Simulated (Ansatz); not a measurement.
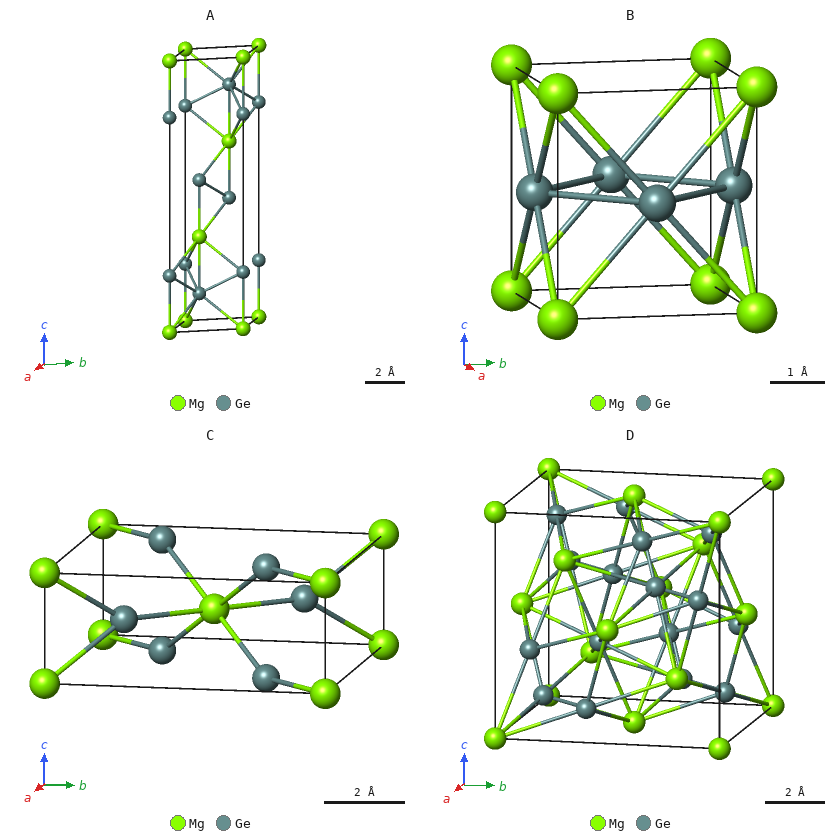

Four structures of MgGe$_{2}$, each relaxed to rest (conventional cells in solid outline, small ones repeated, each panel with its own scale). Method: DFT PBE, scalar-relativistic, plane waves, PAW in Ansatz 0.2.0, without spin polarisation.

**What are the structures shown?**

A: 9 atoms a cell on a rhombohedral (trigonal R) lattice, R-3m; B: 3 atoms a cell on a primitive tetragonal lattice, P4/mmm; C: 6 atoms a cell on a primitive tetragonal lattice, P4_2/mnm; D: cubic Laves phase (C15, MgCu₂ type), Fd-3m.

**Rank them by energy, lowest first.**

A, then B (+99 meV/atom), D (+171 meV/atom) and C (+479 meV/atom), energies at zero smearing.

**Collect the results in a table.**

| panel | structure | E − E(lowest) (meV/atom) | volume (Å³/atom) | gap (eV) |
| --- | --- | --- | --- | --- |
| A | R-3m | 0 | 21.5 | metal |
| B | P4/mmm | 99 | 21.3 | metal |
| D | Fd-3m | 171 | 20.6 | metal |
| C | P4_2/mnm | 479 | 24.7 | metal |

Some of these may be structure types tried for this composition rather than known phases, and the most stable form need not be among them. Gaps are taken on the k-mesh or band path of each run.
